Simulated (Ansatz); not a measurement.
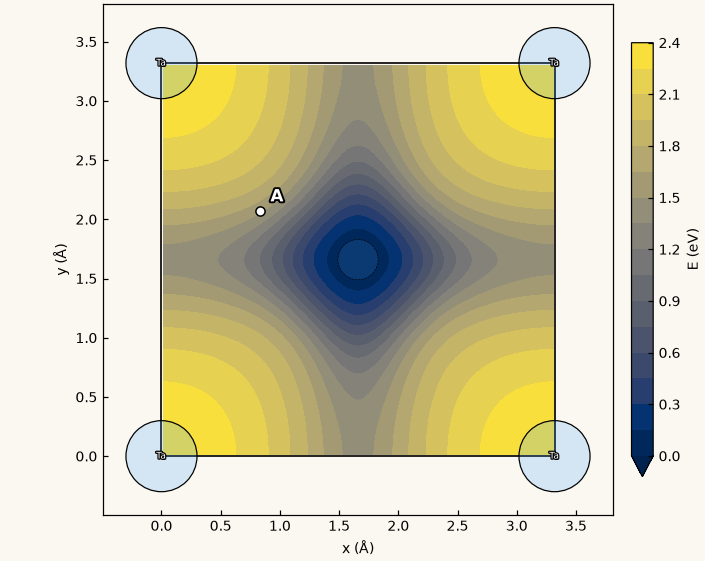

S on a Ta(100) slab cut from the Im-3m phase, its upper half relaxed before the scan (4 atoms of substrate and one adsorbate in a 1 × 1 cell). S is moved over the surface cell; relaxed at each place: the height of the adsorbate's atoms; substrate rigid; the origin of the map has the adsorbate above Ta4. Places are given modulo a cell vector. The map is drawn in real space over the plane of the surface. The grid has 8 × 8 points; 15 points were computed and 49 follow by symmetry. Energies: eV, counted from the lowest grid point. With one adsorbate in each 1 × 1 cell, its nearest image is 3.3 Å away, so neighbouring adsorbates interact. All numbers below come from DFT PBE, scalar-relativistic, plane waves, PAW in Ansatz 0.2.0. Settings: cutoff 420 eV, k-mesh 8×8×1, gaussian smearing 0.1 eV, no spin polarisation.

Drawn: filled contours, labelled circles for the atoms of the top layer and small ones for the second layer, the outline of one cell of the plane, the point A. Between grid points the surface is interpolated.

> Which way does the force act at A, and how strong is it?

A, at (2/8, 5/8) of the cell vectors, is not a stationary point. The computed force is 1.8 eV/Å in the plane, pointing down and right in the picture (components 0.9 and −1.5 eV/Å).

PAW datasets: the set soft_1.
